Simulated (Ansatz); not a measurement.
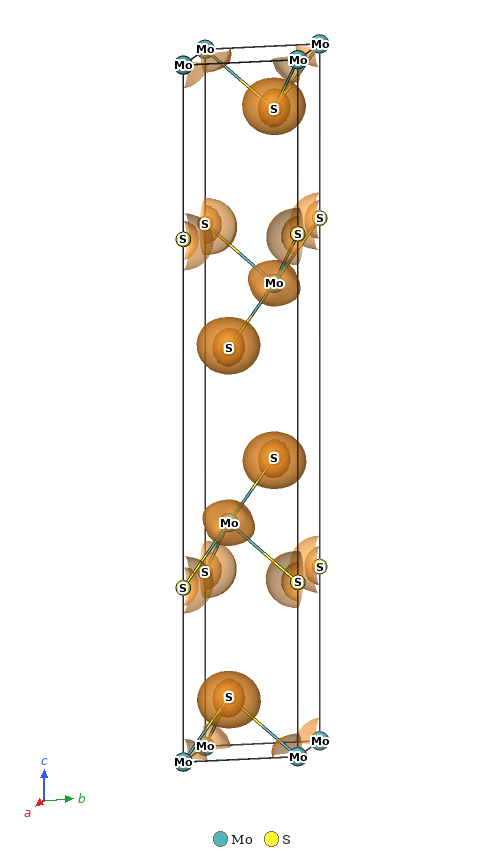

*MoS2. Density of the Kohn–Sham states from −7.6 to −5.0 eV about the Fermi level (the lower third of the occupied valence band), scaled to one electron a cell: orange surface at 0.04 1/Å³, in the conventional cell seen slightly off an axis.*

Space group R-3m; not relaxed (largest force 0.8 eV/Å); the calculation finds a residual pressure of about 7 GPa at this fixed cell.

Computed with DFT r2SCAN, scalar-relativistic, plane waves, PAW in Ansatz 0.2.0.

Core electrons are frozen (PAW), so the fields are smoothed inside the atomic spheres.

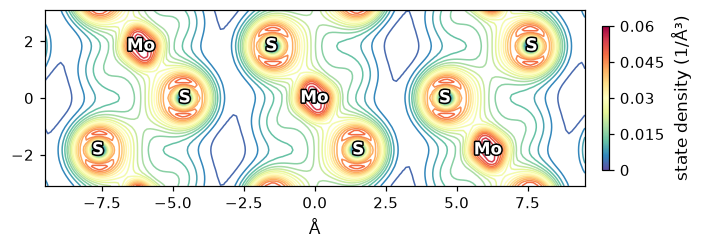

Second picture: a map on the (110) plane of the conventional cell.

Q: Which atoms and orbitals make up these states?

A: Projected on a minimal set of atomic orbitals (Löwdin), they are S 3p (65 %) and Mo 4d (30 %). In space (atomic cells sized by Bader volumes) the density divides as S about 75 % and Mo about 25 %.

Cost of the run: 20 s on 1 thread of Arm Neoverse V2, on a shared host, peak memory 0.98 GiB.
